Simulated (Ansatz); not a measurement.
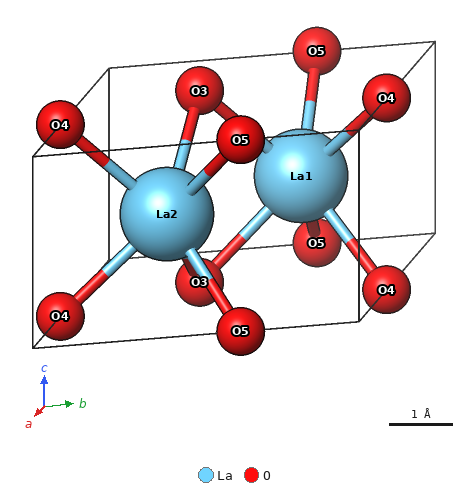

The input geometry of the first run (ball-and-stick view of the cell of the calculation, seen slightly off an axis; atoms are numbered from 1 in the order of the input). Near neighbours in the crystal (not all of them lie inside the picture): La has 6 O at 2.36 Å; O has 4 La at 2.36 Å.

## La2O3: a changed input and its effect

System: La2O3 (5 atoms in the cell).
Method of the first run: DFT, PBE, plane waves, PAW, spin-orbit coupling, Ueff = 6 eV on La f (Ansatz 0.2.0).

The structure derives from an entry of the Crystallography Open Database. Text and figures count atoms from 1; the logs count them from 0 in places.

Input file, the first run:
```yaml
crystal:
  lattice:
    - [5.453513261049, 2.886756013263e-11, 0.0]
    - [-2.72675663055, 4.72288102393, 0.0]
    - [0.0, 0.0, 3.1782172957]
  atoms:
    - { symbol: La, position: [0.3333333333333, 0.6666666666667, 0.4997022647] }
    - { symbol: La, position: [0.6666666666667, 0.3333333333333, 0.5002977353] }
    - { symbol: O, position: [0.3624504473, 0.3624504473, 0.0] }
    - { symbol: O, position: [0.6375495527, 0.0, 0.0] }
    - { symbol: O, position: [0.0, 0.6375495527, 0.0] }
basis:
  ecutwfc: 420
  ecutrho_ratio: 4
kpoints:
  mp_grid: { grid: [6, 6, 8] }
hamiltonian:
  xc: pbe
  hubbard: { sites: [{ species: La, l: f, u_eff: 6.0 }], double_counting: fll }
scf:
  occupations: { method: gaussian, width: 0.05 }
output:
  forces: true
  stress: true
magnetization:
  noncollinear: true
  spin_orbit: true
```

Command:
```bash
ansatz run input.yaml --threads 8 --pin off --max-ram 15360MiB --backend cpu --events-out ev --progress --plain --runs-dir out
```

Hardware: 8 threads of Arm Neoverse V2, 24 GiB of memory available, shared host.

Output, shortened to warnings, some set-up lines, iterations and results (the first run):
```
Basis set: ecut = 420 eV, 1589 PW (Γ), exchange–correlation on 80×80×48 points (8 copies of the dense FFT grid, shifted against one another)
Symmetry: 6 space group operations + 6 with time reversal
k-points: 44 of 288 (time reversal used)
Initial density: superposition of atomic densities (chi_scale 0.1, normalization cell, long waves kept (reshape's long-wave potential 0.01 eV rms))
[...]
SCF iter   1: F=—  HF=-14218.683560 eV  |F-HF|=—  |Δ(HF+E_count)|=         —  Δρ=5.12e-2  dr2=3.55e0  dr2_m=0.00e0 (ungated)  ethr=3.10e-3  |M|=0.00e0 ∫|m|=0.00e0 μB  …
SCF iter   2: F=—  HF=-14218.202017 eV  |F-HF|=—  |Δ(HF+E_count)|=   4.82e-1  Δρ=3.38e-2  dr2=1.96e0  dr2_m=0.00e0 (ungated)  ethr=3.10e-3  |M|=0.00e0 ∫|m|=0.00e0 μB  …
SCF iter   3: F=—  HF=-14217.729312 eV  |F-HF|=—  |Δ(HF+E_count)|=   4.73e-1  Δρ=2.58e-2  dr2=5.52e-1  dr2_m=0.00e0 (ungated)  ethr=3.10e-3  |M|=0.00e0 ∫|m|=0.00e0 μB  …
SCF iter   4: F=—  HF=-14217.615355 eV  |F-HF|=—  |Δ(HF+E_count)|=   1.14e-1  Δρ=5.03e-3  dr2=2.74e-2  dr2_m=0.00e0 (ungated)  ethr=1.38e-3  |M|=0.00e0 ∫|m|=0.00e0 μB  …
SCF iter   5: F=—  HF=-14217.634585 eV  |F-HF|=—  |Δ(HF+E_count)|=   1.92e-2  Δρ=1.45e-3  dr2=1.72e-3  dr2_m=0.00e0 (ungated)  ethr=6.84e-5  |M|=0.00e0 ∫|m|=0.00e0 μB  …
SCF iter   6: F=—  HF=-14217.637316 eV  |F-HF|=—  |Δ(HF+E_count)|=   2.73e-3  Δρ=3.07e-4  dr2=9.91e-5  dr2_m=0.00e0 (ungated)  ethr=4.29e-6  |M|=0.00e0 ∫|m|=0.00e0 μB  …
SCF iter   7: F=—  HF=-14217.637788 eV  |F-HF|=—  |Δ(HF+E_count)|=   4.72e-4  Δρ=8.14e-5  dr2=6.90e-6  dr2_m=0.00e0 (ungated)  ethr=2.48e-7  |M|=0.00e0 ∫|m|=0.00e0 μB  …
SCF iter   8: F=—  HF=-14217.637815 eV  |F-HF|=—  |Δ(HF+E_count)|=   2.71e-5  Δρ=1.47e-5  dr2=1.63e-7  dr2_m=0.00e0 (ungated)  ethr=1.72e-8  |M|=0.00e0 ∫|m|=0.00e0 μB  …
SCF iter   9: F=-14217.637816 eV  HF=-14217.637816 eV  |F-HF|=1.13e-8  |Δ(HF+E_count)|=   7.60e-7  Δρ=2.55e-6  dr2=4.59e-9  dr2_m=0.00e0 (ungated)  ethr=2.50e-10  |M|=0.00e0 …
SCF 1 converged in 9 iterations: F = -14217.637816 eV  dr2 = 4.59e-9
SCF converged after 9 iterations
Magnetization: |M| = 0.0000 μB,  M = (+0.0000, +0.0000, +0.0000) μB
Absolute magnetization: 0.0000 μB (∫|m|)
  site 0: m = (+0.0000, +0.0000, +0.0000) μB, |m| = 0.0000 μB  (R = 0.97 Å)
  site 1: m = (+0.0000, +0.0000, +0.0000) μB, |m| = 0.0000 μB  (R = 0.97 Å)
  site 2: m = (+0.0000, +0.0000, +0.0000) μB, |m| = 0.0000 μB  (R = 0.97 Å)
  site 3: m = (+0.0000, +0.0000, +0.0000) μB, |m| = 0.0000 μB  (R = 0.97 Å)
  site 4: m = (+0.0000, +0.0000, +0.0000) μB, |m| = 0.0000 μB  (R = 0.97 Å)
Free energy (F): -14217.637816 eV
Harris-Foulkes:  -14217.637816 eV  (|F-HF|=1.13e-8)
Internal energy: -14217.637816 eV  (E = F + TS)
E sigma→0 (E₀):  -14217.637816 eV
Fermi energy:    11.173876 eV
--- Per-component energies (eV) ---
  E_band       = -26.172807
  E_kinetic    = 931.973142
  E_local      = -1893.479548  (includes V_loc(G=0)·N_el)
  E_nonlocal   = 333.431288
  E_hartree    = 712.301704
  E_xc         = -509.752925
  E_vxc        = -590.249042  (∫ρ·V_xc dr)
  E_hubbard    = 1.145349  (on-site DFT+U / exact-exchange correction)
  E_vhub       = 1.127088  (the Hubbard potential's part of the band-sum identity)
  E_paw        = -11316.213070  (= ΣΔE_a)
  E_vpaw       = -233.585360  (= ΣTr[D̂ρ^β])
  E_aug_tail   = 0.007327  (compensation charges beyond the density's cutoff)
  E_ewald      = -2477.051084
  E_smearing   = -0.000000  (= −TS)
  E_closure    = 0.000000  (closes the sum)
  Σ components = -14217.637816   (vs F -14217.637816, Δ=0.00e0)
--- Hubbard shell moments (per corrected site; Tr N, ν in electrons; μ in μ_B) ---
  shell 0: Tr N=0.1939  μ_S=(+0.0000, -0.0000, +0.0000)  μ_L=(+0.0000, +0.0000, +0.0000)  μ=(+0.0000, +0.0000, +0.0000)  ν=0.0002 along (-0.000, +0.000, +1.000)
  shell 1: Tr N=0.1939  μ_S=(+0.0000, -0.0000, +0.0000)  μ_L=(+0.0000, -0.0000, +0.0000)  μ=(+0.0000, -0.0000, +0.0000)  ν=0.0002 along (+0.000, -0.000, +1.000)
--- Forces (eV/Å), atoms counted from 1 ---
  atom   1  La    -0.00000000    -0.00000000     0.00349035
  atom   2  La    -0.00000000    -0.00000000    -0.00349035
  atom   3  O     -0.07427243    -0.12864363     0.00000000
  atom   4  O      0.14854487     0.00000000     0.00000000
  atom   5  O     -0.07427243     0.12864363    -0.00000000
  max |Σ_I F_I| component: 1.39e-17 eV/Å
--- Stress (GPa, compression-positive) ---
       26.168378       0.000000      -0.000000
        0.000000      26.168378      -0.000000
       -0.000000      -0.000000      26.908929
  P = ⅓ Tr σ = 26.4152 GPa (264.152 kbar)
Occupation matrices written to [file]
```

For the second run the input was changed thus:
```diff
-  mp_grid: { grid: [6, 6, 8] }
+  mp_grid: { grid: [4, 4, 5] }
-  hubbard: { sites: [{ species: La, l: f, u_eff: 6.0 }], double_counting: fll }
+  mixing: { preconditioner: none }
+  write_density: true
+  write_potential: true
+  elf: true
+  volumetric_format: npy
```

What does this change do to the results?

The total energies belong to different models, so their difference says nothing on which is more stable or more accurate. The pressure goes from 26.42 to 22.26 GPa. The largest force goes from 0.149 to 0.005 eV/Å. The number of SCF iterations is the same. The irreducible k-points go from 44 to 14. On the same kind of shared host the second run took about 0.47 times as long.

Output, shortened to warnings, some set-up lines, iterations and results (the second run):
```
Basis set: ecut = 420 eV, 1589 PW (Γ), exchange–correlation on 80×80×48 points (8 copies of the dense FFT grid, shifted against one another)
Symmetry: 6 space group operations + 6 with time reversal
k-points: 14 of 80 (time reversal used)
Initial density: superposition of atomic densities (chi_scale 0.1, normalization cell, long waves kept (reshape's long-wave potential 0.01 eV rms))
[...]
SCF iter   1: F=—  HF=-14220.707522 eV  |F-HF|=—  |Δ(HF+E_count)|=         —  Δρ=6.60e-2  dr2=5.91e0  dr2_m=0.00e0 (ungated)  ethr=3.10e-3  |M|=0.00e0 ∫|m|=0.00e0 μB  …
SCF iter   2: F=—  HF=-14219.375645 eV  |F-HF|=—  |Δ(HF+E_count)|=    1.33e0  Δρ=3.31e-2  dr2=1.37e0  dr2_m=0.00e0 (ungated)  ethr=3.10e-3  |M|=0.00e0 ∫|m|=0.00e0 μB  …
SCF iter   3: F=—  HF=-14219.134141 eV  |F-HF|=—  |Δ(HF+E_count)|=   2.42e-1  Δρ=2.04e-2  dr2=3.23e-1  dr2_m=0.00e0 (ungated)  ethr=3.10e-3  |M|=0.00e0 ∫|m|=0.00e0 μB  …
SCF iter   4: F=—  HF=-14219.135062 eV  |F-HF|=—  |Δ(HF+E_count)|=   9.21e-4  Δρ=7.49e-3  dr2=2.46e-2  dr2_m=0.00e0 (ungated)  ethr=8.08e-4  |M|=0.00e0 ∫|m|=0.00e0 μB  …
SCF iter   5: F=—  HF=-14219.151588 eV  |F-HF|=—  |Δ(HF+E_count)|=   1.65e-2  Δρ=1.49e-3  dr2=2.16e-3  dr2_m=0.00e0 (ungated)  ethr=6.14e-5  |M|=0.00e0 ∫|m|=0.00e0 μB  …
SCF iter   6: F=—  HF=-14219.151665 eV  |F-HF|=—  |Δ(HF+E_count)|=   7.74e-5  Δρ=3.25e-4  dr2=5.29e-5  dr2_m=0.00e0 (ungated)  ethr=5.39e-6  |M|=0.00e0 ∫|m|=0.00e0 μB  …
SCF iter   7: F=—  HF=-14219.151771 eV  |F-HF|=—  |Δ(HF+E_count)|=   1.05e-4  Δρ=4.08e-5  dr2=1.50e-6  dr2_m=0.00e0 (ungated)  ethr=1.32e-7  |M|=0.00e0 ∫|m|=0.00e0 μB  …
SCF iter   8: F=—  HF=-14219.151771 eV  |F-HF|=—  |Δ(HF+E_count)|=   2.81e-7  Δρ=1.19e-5  dr2=1.44e-7  dr2_m=0.00e0 (ungated)  ethr=3.75e-9  |M|=0.00e0 ∫|m|=0.00e0 μB  …
SCF iter   9: F=-14219.151771 eV  HF=-14219.151771 eV  |F-HF|=1.72e-9  |Δ(HF+E_count)|=   1.99e-8  Δρ=1.40e-6  dr2=2.15e-9  dr2_m=0.00e0 (ungated)  ethr=2.50e-10  |M|=0.00e0 …
SCF 1 converged in 9 iterations: F = -14219.151771 eV  dr2 = 2.15e-9
SCF converged after 9 iterations
Magnetization: |M| = 0.0000 μB,  M = (+0.0000, +0.0000, +0.0000) μB
Absolute magnetization: 0.0000 μB (∫|m|)
  site 0: m = (+0.0000, +0.0000, +0.0000) μB, |m| = 0.0000 μB  (R = 0.97 Å)
  site 1: m = (+0.0000, +0.0000, +0.0000) μB, |m| = 0.0000 μB  (R = 0.97 Å)
  site 2: m = (+0.0000, +0.0000, +0.0000) μB, |m| = 0.0000 μB  (R = 0.97 Å)
  site 3: m = (+0.0000, +0.0000, +0.0000) μB, |m| = 0.0000 μB  (R = 0.97 Å)
  site 4: m = (+0.0000, +0.0000, +0.0000) μB, |m| = 0.0000 μB  (R = 0.97 Å)
Free energy (F): -14219.151771 eV
Harris-Foulkes:  -14219.151771 eV  (|F-HF|=1.72e-9)
Internal energy: -14219.151771 eV  (E = F + TS)
E sigma→0 (E₀):  -14219.151771 eV
Fermi energy:    10.959026 eV
--- Per-component energies (eV) ---
  E_band       = -25.972541
  E_kinetic    = 929.644440
  E_local      = -1896.408826  (includes V_loc(G=0)·N_el)
  E_nonlocal   = 338.552153
  E_hartree    = 713.910422
  E_xc         = -507.944178
  E_vxc        = -588.013094  (∫ρ·V_xc dr)
  E_paw        = -11319.861999  (= ΣΔE_a)
  E_vpaw       = -237.575354  (= ΣTr[D̂ρ^β])
  E_aug_tail   = 0.007301  (compensation charges beyond the density's cutoff)
  E_ewald      = -2477.051084
  E_smearing   = -0.000000  (= −TS)
  E_closure    = 0.000000  (closes the sum)
  Σ components = -14219.151771   (vs F -14219.151771, Δ=0.00e0)
--- Forces (eV/Å), atoms counted from 1 ---
  atom   1  La    -0.00000000    -0.00000000     0.00266694
  atom   2  La     0.00000000     0.00000000    -0.00266694
  atom   3  O      0.00225368     0.00390348     0.00000000
  atom   4  O     -0.00450735    -0.00000000     0.00000000
  atom   5  O      0.00225368    -0.00390348     0.00000000
  max |Σ_I F_I| component: 1.99e-17 eV/Å
--- Stress (GPa, compression-positive) ---
       22.272718       0.000000      -0.000000
        0.000000      22.272718      -0.000000
       -0.000000      -0.000000      22.248639
  P = ⅓ Tr σ = 22.2647 GPa (222.647 kbar)
```

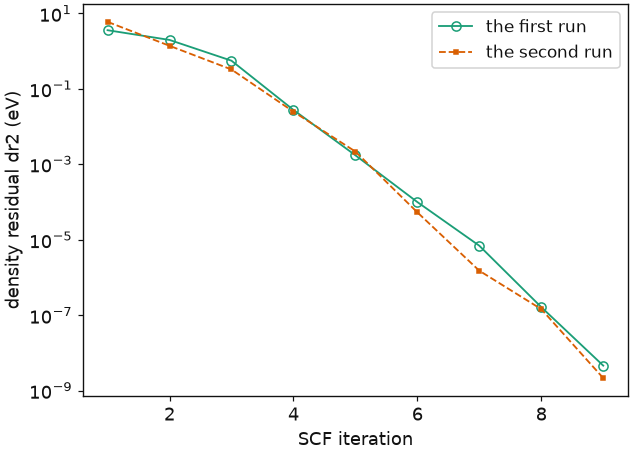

Convergence of the two runs: density residual dr2 against the SCF iteration. The first run takes 9 iterations in all, and the second run takes 9.

The two runs side by side:

| quantity | the first run | the second run |
| --- | --- | --- |
| outcome | converged | converged |
| free energy per atom (eV) | −2843.5276 | −2843.8304 |
| net moment of the cell (μB) | 0.00 | 0.00 |
| absolute moment of the cell (μB) | 0.00 | 0.00 |
| pressure (GPa) | 26.42 | 22.26 |
| largest force (eV/Å) | 0.149 | 0.005 |
| SCF iterations | 9 | 9 |
| irreducible k-points | 44 | 14 |
| plane waves at Γ | 1589 | 1589 |
| gap on the mesh (eV) | – | 1.77 |
| wall time (shared host) | 9.2 s | 4.3 s |

For the first run: The cell is under a pressure of 26 GPa at this level, so it is not at its equilibrium volume. For the second run: These settings are looser than, or depart from, a standard set-up, so the numbers are not reference values for this system.
